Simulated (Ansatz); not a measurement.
Run report: ZrO2, geometry relaxation (part 2 of 2)

Continued. System: ZrO2 (Fm-3m, 3 atoms in the cell). Method: DFT PBE, scalar-relativistic, plane waves, PAW, no spin polarisation (Ansatz 0.2.0); cutoff 420 eV, 8×8×8 k-mesh, Gaussian smearing of 0.02 eV. The structure derives from an entry of the Crystallography Open Database.

Geometry of the input (Å; fractional positions):
```
0.0000  2.5350  2.5350
2.5350  0.0000  2.5350
2.5350  2.5350  0.0000
Zr 0.0000  0.0000  0.0000
O  0.2500  0.2500  0.2500
O  0.7500  0.7500  0.7500
```

## What the program printed, continued
```
relax step   5: F+E_penalty+E_count = -5323.81998117 eV  Δ(F+E_penalty+E_count) = +9.399e-5 eV  max|allowed force component| = 6.168e-18 eV/Å  Δτ_max = 0.0000 Å  P = +0.004 GPa  Ω = 33.472 Å³  energy of the carried Pulay correction = -1.089e-4 eV  (4 SCF iters, dr2 threshold 8.58e-8 eV, accepted)
iter 1 solved again at ethr=4.58e-8 eV; its pass at ethr=3.10e-3 eV (dr2=1.10e-5 eV) is discarded
SCF iter   1: F=—  HF=-5323.820257 eV  |F-HF|=—  |Δ(HF+E_count)|=         —  Δρ=2.41e-5  dr2=3.46e-8  ethr=4.58e-8  ⟨swp⟩=3.4  Hψ=3592  notcnv=0
preconditioner: auto → none  [insulator: Δε(μ)=3.317 eV  Ē_g=17.142 eV  σ=0.020 eV  W_gap=1.00  n_scr=14 (ndim 8)  ℏωp=30.1 eV  f_vac=0.025  D(μ)=0.00/eV (n_scr^D=0)  ε∞_Penn≈4.1]
SCF iter   2: F=—  HF=-5323.820367 eV  |F-HF|=—  |Δ(HF+E_count)|=   1.10e-4  Δρ=1.26e-5  dr2=1.15e-8  ethr=1.44e-10  ⟨swp⟩=2.4  Hψ=824  notcnv=0
SCF iter   3: F=—  HF=-5323.820367 eV  |F-HF|=—  |Δ(HF+E_count)|=   1.53e-8  Δρ=8.91e-6  dr2=2.39e-8  ethr=4.80e-11  ⟨swp⟩=2.3  Hψ=753  notcnv=0
SCF iter   4: F=—  HF=-5323.820367 eV  |F-HF|=—  |Δ(HF+E_count)|=   4.67e-9  Δρ=1.61e-6  dr2=5.35e-10  ethr=4.80e-11  ⟨swp⟩=2.0  Hψ=657  notcnv=0
SCF iter   5: F=-5323.820367 eV  HF=-5323.820367 eV  |F-HF|=3.64e-12  |Δ(HF+E_count)|=  9.28e-11  Δρ=1.76e-7  dr2=6.72e-12  ethr=1.00e-12  ⟨swp⟩=4.4  Hψ=2290  notcnv=0
SCF 6 converged in 5 iterations: F = -5323.820367 eV  dr2 = 6.72e-12
relax step   6: F+E_penalty+E_count = -5323.82036716 eV  Δ(F+E_penalty+E_count) = -3.860e-4 eV  max|allowed force component| = 8.481e-18 eV/Å  Δτ_max = 0.0000 Å  P = +0.008 GPa  Ω = 33.472 Å³  stress off target by 8.00e-3 GPa  SCF on the basis re-selected at this cell (its energy is not comparable with the rows above)  (5 SCF iters)
```

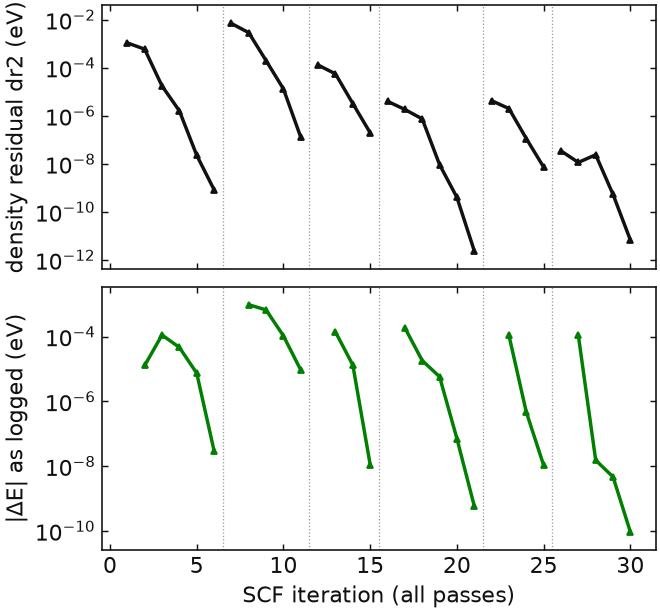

Figure 1. Convergence of the self-consistent field: density residual dr2 and size of the energy change against the SCF iteration. The dotted lines part the SCF passes of the relaxation: geometry steps, rejected trials and re-solves on a re-selected basis. The 6 passes take 4 to 6 iterations each, 30 in all.

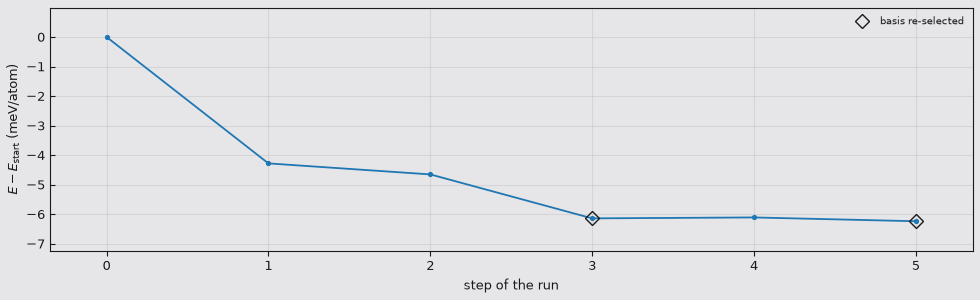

Figure 2. Progress of the relaxation, step by step (the first geometry is step 0 here and step 1 in the log).

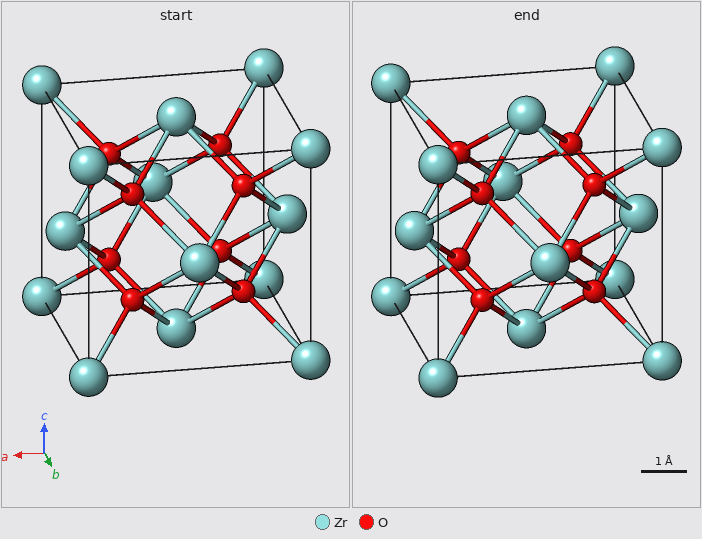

Figure 3. Before (left) and after (right) the relaxation, at one scale (ball-and-stick view of the cell 4 times as large as that of the calculation, set on its symmetry axes, seen at an oblique angle). No atom moves by more than 0.005 Å relative to the cell. The drawn cell changes as follows: a = b = c 5.070 → 5.116 Å (+0.9 %); the volume changes by +2.7 %. Distances before and after: Zr1–O2 2.195 → 2.215 Å. The space group stays Fm-3m (No. 225). After 3 geometry steps the energy has fallen by 6.1 meV per atom. All forces vanish by symmetry, so only the cell relaxes. Pressure: 6.76 GPa at the start and 0.01 GPa at the end. The basis was re-selected once at an unchanged geometry, which shifts the energy a little without any move. The energy change given includes the shifts at the re-selections in mid-walk, which come without any move. A last SCF at the same geometry on a re-selected plane-wave basis shifts the energy by −0.1 meV per atom. (Atoms are counted from 1 in the order of the input.)

```
basis re-selected at this cell: Δ(F+E_penalty+E_count) = -3.860e-4 eV, ΔP = +0.004 GPa vs the last step (what re-selecting the basis moved, of the pressure what is left beyond the Pulay correction that the steps carried, after the strain that the cell walked since its last selection, with what the two solves' SCF thresholds leave and, on support functions, any second-order correction that the steps lacked; it is no measure of the basis error at this ecutwfc). This SCF's stress stands 8.00e-3 GPa from its target on what of the cell is left free (relax.cell.stress_tol is 5.00e-2 GPa) and its largest allowed force component is 8.48e-18 eV/Å (relax.f_tol is 5.00e-3 eV/Å): within both
SCF converged after 5 iterations
Free energy (F): -5323.820367 eV
Harris-Foulkes:  -5323.820367 eV  (|F-HF|=3.64e-12)
Internal energy: -5323.820367 eV  (E = F + TS)
E sigma→0 (E₀):  -5323.820367 eV
Fermi energy:    13.565737 eV
--- Per-component energies (eV) ---
  E_band       = -66.645175
  E_kinetic    = 686.592525
  E_local      = -1151.658424  (includes V_loc(G=0)·N_el)
  E_nonlocal   = 171.103174
  E_hartree    = 379.847600
  E_xc         = -311.769472
  E_vxc        = -382.580230  (∫ρ·V_xc dr)
  E_paw        = -3268.712563  (= ΣΔE_a)
  E_vpaw       = -149.802385  (= ΣTr[D̂ρ^β])
  E_aug_tail   = 0.004986  (compensation charges beyond the density's cutoff)
  E_ewald      = -1829.228194
  E_smearing   = -0.000000  (= −TS)
  E_closure    = 0.000000  (closes the sum)
  Σ components = -5323.820367   (vs F -5323.820367, Δ=0.00e0)
--- Forces (eV/Å), atoms counted from 1 ---
  atom   1  Zr     0.00000000    -0.00000000    -0.00000000
  atom   2  O     -0.00000000     0.00000000    -0.00000000
  atom   3  O      0.00000000    -0.00000000    -0.00000000
  max |Σ_I F_I| component: 9.25e-18 eV/Å
--- Stress (GPa, compression-positive) ---
        0.007996      -0.000000      -0.000000
       -0.000000       0.007996      -0.000000
       -0.000000      -0.000000       0.007996
  P = ⅓ Tr σ = 0.0080 GPa (0.080 kbar)
--- Band table (eV; the first three rows and the last of 29) ---
  k-point 0: bands = ["-36.2466", "-14.0636", "-14.0636", "-14.0636", "-6.2182", "-3.7134", "6.7633", "6.7633", "6.7633", "11.3795", "11.3795", "11.3795", "15.2243", "15.2243", "18.3744", "21.0883"]
  k-point 1: bands = ["-36.2403", "-14.1670", "-14.0733", "-14.0733", "-6.0104", "-3.8638", "6.9107", "6.9107", "7.1698", "11.0133", "11.1070", "11.1070", "15.4999", "15.4999", "18.8439", "20.5890"]
  k-point 2: bands = ["-36.2251", "-14.4012", "-14.0966", "-14.0966", "-5.5584", "-4.1388", "7.2736", "7.2736", "8.1328", "10.2838", "10.6254", "10.6254", "15.8963", "15.8963", "18.6222", "20.4560"]
  k-point 28: bands = ["-36.1890", "-14.5003", "-14.5003", "-14.2306", "-4.5210", "-4.5210", "7.2304", "7.3098", "9.5561", "9.5561", "10.5485", "11.7099", "16.2836", "16.4119", "18.0642", "18.0642"]
--- Relaxed structure (4 steps of the walk, 4 accepted, 2 SCFs on fresh bases) ---
  F+E_penalty+E_count = -5323.82036716 eV   max|allowed force component| = 8.481e-18 eV/Å   (the final SCF, on the basis selected at the relaxed cell)
  cell:  # Å, volume = 33.4719 Å³
    - [-1.528611609868677e-34, 2.557898213583573, 2.557898213583573]
    - [2.557898213583573, 9.553822561679236e-36, 2.557898213583573]
    - [2.557898213583573, 2.557898213583573, 3.662298648643705e-34]
  atoms:
    - { symbol: Zr, position: [4.312665421511887e-34, -3.948141094005085e-34, -4.11926916487167e-34] }
    - { symbol: O, position: [0.25000000000000006, 0.25000000000000006, 0.25000000000000006] }
    - { symbol: O, position: [0.7500000000000001, 0.7500000000000001, 0.7500000000000001] }
```

## Trajectory as extended XYZ (Å, eV, eV/Å), 6 frames, from step=1 to step=6
```
3
Lattice="0.0000 2.5350 2.5350 2.5350 0.0000 2.5350 2.5350 2.5350 0.0000" Properties=species:S:1:pos:R:3:forces:R:3 step=1 energy=-5323.80165 pressure_GPa=6.76
Zr    0.0000    0.0000    0.0000    0.0000   0.0000   0.0000
O     1.2675    1.2675    1.2675    0.0000   0.0000   0.0000
O     3.8025    3.8025    3.8025    0.0000   0.0000   0.0000
3
Lattice="0.0000 2.5609 2.5609 2.5609 0.0000 2.5609 2.5609 2.5609 0.0000" Properties=species:S:1:pos:R:3:forces:R:3 step=2 energy=-5323.81449 pressure_GPa=-1.08
Zr    0.0000    0.0000    0.0000    0.0000   0.0000   0.0000
O     1.2804    1.2804    1.2804    0.0000   0.0000   0.0000
O     3.8413    3.8413    3.8413    0.0000   0.0000   0.0000
3
Lattice="0.0000 2.5573 2.5573 2.5573 0.0000 2.5573 2.5573 2.5573 0.0000" Properties=species:S:1:pos:R:3:forces:R:3 step=3 energy=-5323.81561 pressure_GPa=-0.04
Zr    0.0000    0.0000    0.0000    0.0000   0.0000   0.0000
O     1.2786    1.2786    1.2786    0.0000   0.0000   0.0000
O     3.8359    3.8359    3.8359    0.0000   0.0000   0.0000
3
Lattice="0.0000 2.5573 2.5573 2.5573 0.0000 2.5573 2.5573 2.5573 0.0000" Properties=species:S:1:pos:R:3:forces:R:3 step=4 energy=-5323.82007 pressure_GPa=0.19
Zr    0.0000    0.0000    0.0000    0.0000   0.0000   0.0000
O     1.2786    1.2786    1.2786    0.0000   0.0000   0.0000
O     3.8359    3.8359    3.8359    0.0000   0.0000   0.0000
3
Lattice="0.0000 2.5579 2.5579 2.5579 0.0000 2.5579 2.5579 2.5579 0.0000" Properties=species:S:1:pos:R:3:forces:R:3 step=5 energy=-5323.81998 pressure_GPa=0.00
Zr    0.0000    0.0000    0.0000    0.0000   0.0000   0.0000
O     1.2789    1.2789    1.2789    0.0000   0.0000   0.0000
O     3.8368    3.8368    3.8368    0.0000   0.0000   0.0000
3
Lattice="0.0000 2.5579 2.5579 2.5579 0.0000 2.5579 2.5579 2.5579 0.0000" Properties=species:S:1:pos:R:3:forces:R:3 step=6 energy=-5323.82037 pressure_GPa=0.01
Zr    0.0000    0.0000    0.0000    0.0000   0.0000   0.0000
O     1.2789    1.2789    1.2789    0.0000   0.0000   0.0000
O     3.8368    3.8368    3.8368    0.0000   0.0000   0.0000
```
